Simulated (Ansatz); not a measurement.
## Electronic structure of Ta₂N₃ in real space

The calculation's input:

```
crystal:
  lattice:
    - [-4.9026163277, 4.9026163277, 4.9026163277]
    - [4.9026163277, -4.9026163277, 4.9026163277]
    - [4.9026163277, 4.9026163277, -4.9026163277]
  atoms:
    - { symbol: Ta, position: [0.25, 0.2107297488, 0.9607297488] }
    - { symbol: Ta, position: [0.75, 0.2892702512, 0.5392702512] }
    - { symbol: Ta, position: [0.9607297488, 0.25, 0.2107297488] }
    - { symbol: Ta, position: [0.5392702512, 0.75, 0.2892702512] }
    - { symbol: Ta, position: [0.2107297488, 0.9607297488, 0.25] }
    - { symbol: Ta, position: [0.2892702512, 0.5392702512, 0.75] }
    - { symbol: Ta, position: [0.75, 0.7892702512, 0.0392702512] }
    - { symbol: Ta, position: [0.25, 0.7107297488, 0.4607297488] }
    - { symbol: Ta, position: [0.0392702512, 0.75, 0.7892702512] }
    - { symbol: Ta, position: [0.4607297488, 0.25, 0.7107297488] }
    - { symbol: Ta, position: [0.7892702512, 0.0392702512, 0.75] }
    - { symbol: Ta, position: [0.7107297488, 0.4607297488, 0.25] }
    - { symbol: Ta, position: [0.5, 0.5, 0.5] }
    - { symbol: Ta, position: [0.5, 0.0, 0.0] }
    - { symbol: Ta, position: [0.0, 0.5, 0.0] }
    - { symbol: Ta, position: [0.0, 0.0, 0.5] }
    - { symbol: "N", position: [0.5345761389, 0.7763911754, 0.5513697394] }
    - { symbol: "N", position: [0.725021436, 0.9832063995, 0.9486302606] }
    - { symbol: "N", position: [0.9654238611, 0.5167936005, 0.2418150365] }
    - { symbol: "N", position: [0.774978564, 0.7236088246, 0.2581849635] }
    - { symbol: "N", position: [0.5513697394, 0.5345761389, 0.7763911754] }
    - { symbol: "N", position: [0.9486302606, 0.725021436, 0.9832063995] }
    - { symbol: "N", position: [0.2418150365, 0.9654238611, 0.5167936005] }
    - { symbol: "N", position: [0.2581849635, 0.774978564, 0.7236088246] }
    - { symbol: "N", position: [0.7763911754, 0.5513697394, 0.5345761389] }
    - { symbol: "N", position: [0.9832063995, 0.9486302606, 0.725021436] }
    - { symbol: "N", position: [0.5167936005, 0.2418150365, 0.9654238611] }
    - { symbol: "N", position: [0.7236088246, 0.2581849635, 0.774978564] }
    - { symbol: "N", position: [0.4654238611, 0.2236088246, 0.4486302606] }
    - { symbol: "N", position: [0.274978564, 0.0167936005, 0.0513697394] }
    - { symbol: "N", position: [0.0345761389, 0.4832063995, 0.7581849635] }
    - { symbol: "N", position: [0.225021436, 0.2763911754, 0.7418150365] }
    - { symbol: "N", position: [0.4486302606, 0.4654238611, 0.2236088246] }
    - { symbol: "N", position: [0.0513697394, 0.274978564, 0.0167936005] }
    - { symbol: "N", position: [0.7581849635, 0.0345761389, 0.4832063995] }
    - { symbol: "N", position: [0.7418150365, 0.225021436, 0.2763911754] }
    - { symbol: "N", position: [0.2236088246, 0.4486302606, 0.4654238611] }
    - { symbol: "N", position: [0.0167936005, 0.0513697394, 0.274978564] }
    - { symbol: "N", position: [0.4832063995, 0.7581849635, 0.0345761389] }
    - { symbol: "N", position: [0.2763911754, 0.7418150365, 0.225021436] }
basis:
  ecutwfc: 420
kpoints:
  mp_grid: { grid: [6, 6, 6] }
hamiltonian:
  xc: lda
scf:
  occupations: { method: gaussian, width: 0.1 }
output:
  forces: true
  stress: true
  eigenvalues: true
  write_density: true
  write_potential: true
  elf: true
  volumetric_format: npy
relax:
  adjacent_minimum: "off"
  f_tol: 0.005
  max_steps: 50
  cell: { stress_tol: 0.05 }
```

Launched as:

```sh
ansatz run input.yaml --threads 8 --pin off --max-ram 22528MiB --backend cpu --events-out ev --progress --plain --runs-dir out
```

The fields are those of the relaxed geometry.

Space group Ia-3; a generated structure, not necessarily the stable one.

Level of theory: Ansatz, DFT LDA, scalar-relativistic, plane waves, PAW.

Core electrons are frozen (PAW), and the valence fields are smoothed inside the atomic spheres.

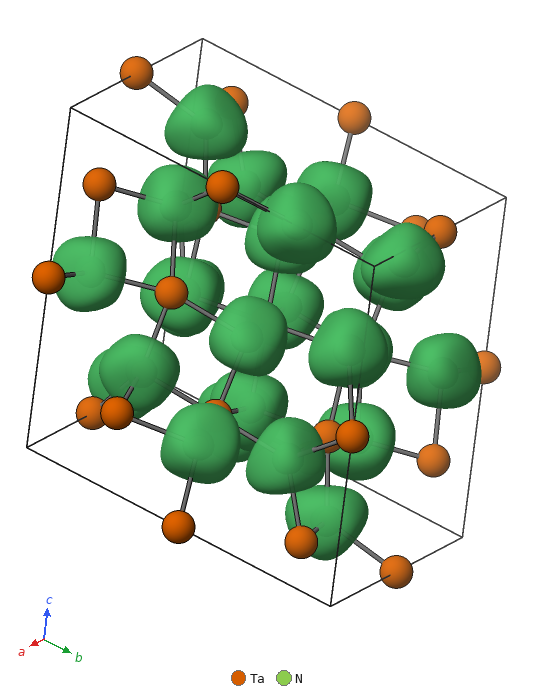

Figure 1. Isosurface of the ELF at 0.6 (green), seen slightly off an axis. Core shells and regions of very low density are left out. Sticks mark near contacts.

> Identify the bonds, lone pairs and shells in this picture.

At this value the surface marks out 24 regions wrapped around N (the valence shell of each), counted in one cell of 40 atoms. Any copies at cell faces, edges or corners count once. Along the contacts the grid gives the following. Ta–N (2.05 Å): the ELF peaks at about 0.80 in the valence shell of N, 0.6 Å from its nucleus, and is about 0.30 at the midpoint: no shared electron pair shows on this line. Ta–N (2.10 Å): the ELF peaks at about 0.85 in the valence shell of N, 0.6 Å from its nucleus, and drops to about 0.20 between the two atoms; no localised pair shows between them.

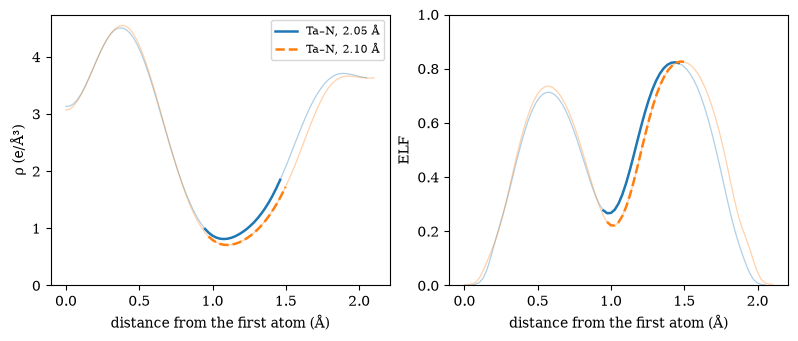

Figure 2. Valence pseudo-density and ELF along straight lines between neighbouring atoms. Thin, pale parts lie inside the atomic spheres.

> What can be read from the curves?

Ta–N (2.05 Å): ρ at the midpoint is about 0.84 e/Å³; the ELF peaks at about 0.80 in the valence shell of N, 0.6 Å from its nucleus, and is about 0.30 at the midpoint; no localised pair shows between them.
Ta–N (2.10 Å): the density is about 0.73 e/Å³ at the midpoint; the ELF peaks at about 0.85 in the valence shell of N, 0.6 Å from its nucleus, and drops to about 0.20 between the two atoms (no localised pair shows between them).

> Metal or insulator at this level of theory?

It is gapless in this calculation (a metal or semimetal); semilocal functionals without U, or without the true magnetic order, often close the gap of such compounds.
